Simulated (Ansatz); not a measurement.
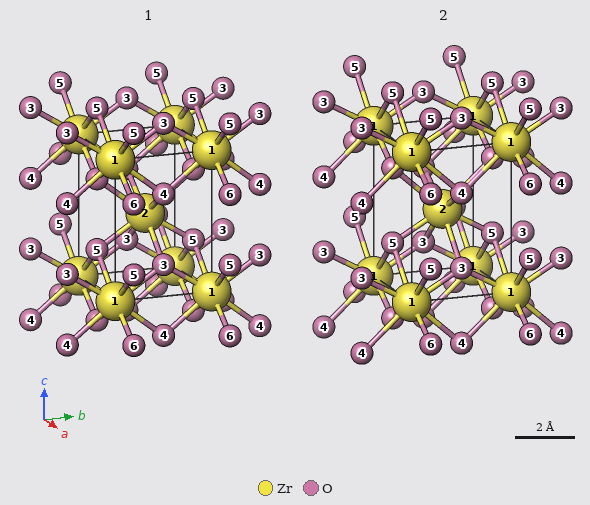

Two geometries of solid ZrO2 (set up in P4_2/nmc): one is the relaxed structure, the other was perturbed away from it. A ball-and-stick model of the cell of the calculation, seen slightly off an axis.

Method: DFT PBE, scalar-relativistic, plane waves, PAW (Ansatz 0.2.0). Set-up: plane-wave cutoff 420 eV; k-point mesh 6 × 6 × 6; occupations gaussian; smearing width 0.02 eV; no spin polarisation.

Question: Which is the distorted one, and what does the distortion cost?

Answer: Structure 1 is the perturbed one. The volume is changed by −12.0 %. The cell's shape and the atoms are relaxed at that volume. Energy change: +109 meV per atom. Pressure: 0.0 GPa before, 29.0 GPa after. The volume changes by −12.0 %, with a = b 3.621 → 3.500 Å (−3.4 %), c 5.282 → 4.977 Å (−5.8 %). The largest moves relative to the cell, 0.16 Å, are those of O3, O4, O5 and O6. O4 goes along +c. Zr stays in place. Some distances before and after: O–Zr 2.431 → 2.224 Å. The space group stays P4_2/nmc (No. 137).
